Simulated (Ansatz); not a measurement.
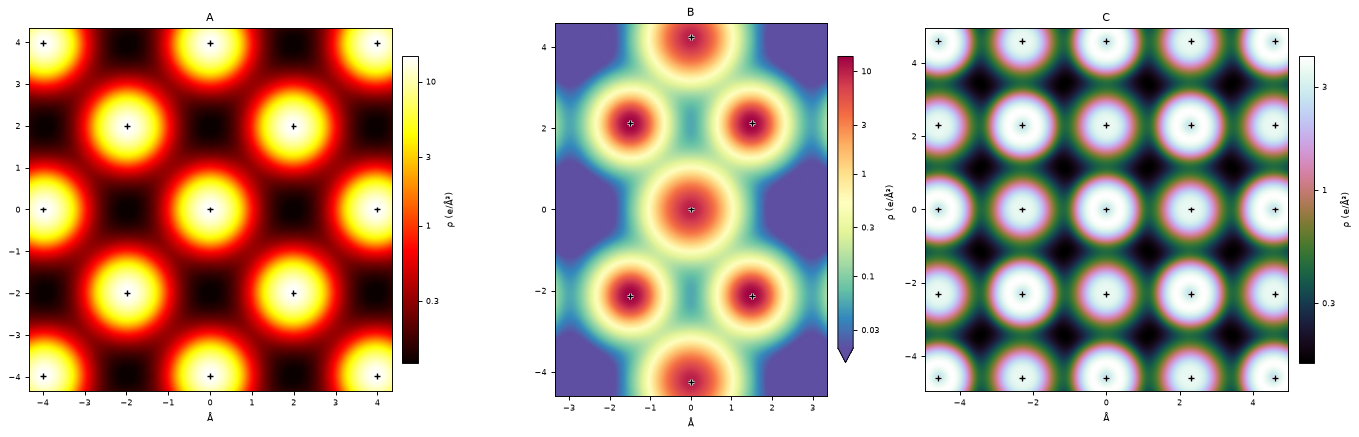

The valence electron density of 3 systems, each on a plane through atoms (crosses mark nuclei in the plane).

Theory: Ansatz 0.2.0, Kohn-Sham DFT of a periodic cell, r2SCAN, Ansatz PAW.

System 1: ZrN, the (001) plane of the conventional cell. Space group Fm-3m; computed pressure about −2 GPa in this cell.

```
Zr N
1.0
     4.60000    0.00000    0.00000
     0.00000    4.60000    0.00000
     0.00000    0.00000    4.60000
Zr N
4 4
Direct
  0.50000 0.00000 0.00000
  0.00000 0.50000 0.00000
  0.00000 0.00000 0.50000
  0.50000 0.50000 0.50000
  0.00000 0.00000 0.00000
  0.50000 0.50000 0.00000
  0.50000 0.00000 0.50000
  0.00000 0.50000 0.50000
```

System 2: PbF2, the (011) plane of the conventional cell. Space group Fm-3m; computed pressure about −3 GPa in this cell.

```
Pb F
1.0
     6.00532    0.00000    0.00000
     0.00000    6.00532    0.00000
     0.00000    0.00000    6.00532
Pb F
4 8
Direct
  0.00000 0.00000 0.00000
  0.50000 0.50000 0.00000
  0.50000 0.00000 0.50000
  0.00000 0.50000 0.50000
  0.75000 0.25000 0.25000
  0.25000 0.75000 0.25000
  0.25000 0.25000 0.75000
  0.75000 0.75000 0.75000
  0.25000 0.25000 0.25000
  0.75000 0.75000 0.25000
  0.75000 0.25000 0.75000
  0.25000 0.75000 0.75000
```

System 3: Au, the (001) plane of the conventional cell. Space group Fm-3m; computed pressure about 21 GPa in this cell.

```
CELL_PARAMETERS angstrom
3.98692 0.00000 0.00000
0.00000 3.98692 0.00000
0.00000 0.00000 3.98692
ATOMIC_POSITIONS crystal
Au 0.00000 0.00000 0.00000
Au 0.50000 0.50000 0.00000
Au 0.50000 0.00000 0.50000
Au 0.00000 0.50000 0.50000
```

Which map belongs to which system?

Panel A is system 3, Au: the plane holds Au. Au–Au (2.82 Å): the density is about 0.31 e/Å³ at the midpoint. Panel B is system 2, PbF2: the plane holds Pb and F. Pb–F (2.60 Å): the density is about 0.23 e/Å³ at the midpoint. Panel C is system 1, ZrN: the plane holds Zr and N. Zr–N (2.30 Å): ρ at the midpoint is about 0.44 e/Å³.
